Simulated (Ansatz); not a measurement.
Pt (Cmcm, No. 63): the geometry relaxed with Ansatz, DFT, r2SCAN, plane waves (500 eV) with PAW, scalar-relativistic; the starting structure was generated, so it need not be a known form of this composition.

```
Pt
1.0
     2.70493    0.00000    0.00000
     0.00000    6.64694    0.00000
     0.00000    0.00000    3.64577
Pt
4
Direct
  0.50000 0.13975 0.25000
  0.00000 0.36025 0.75000
  0.00000 0.63975 0.25000
  0.50000 0.86025 0.75000
```

Q: What will a dark-field STEM-like image along [110] show? Simulation: incoherent imaging, intensity Z^1.8 per atom, probe width 1.07 Å, thin sample. The probe carries 25 % of its weight in a tail 2.5 times as wide. Shot noise and a slight drift were added.

A: The columns repeat on a rectangular net of 2.51 × 3.65 Å (plane group p2mg). All columns are alike (Pt). The shortest distance between visible columns is 1.95 Å in projection. Along the beam the structure repeats every 3.59 Å.

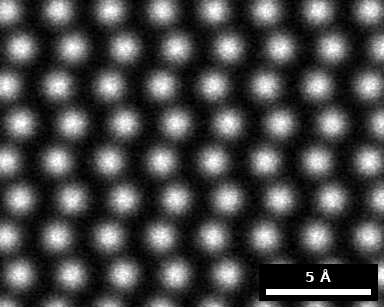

The simulated image.
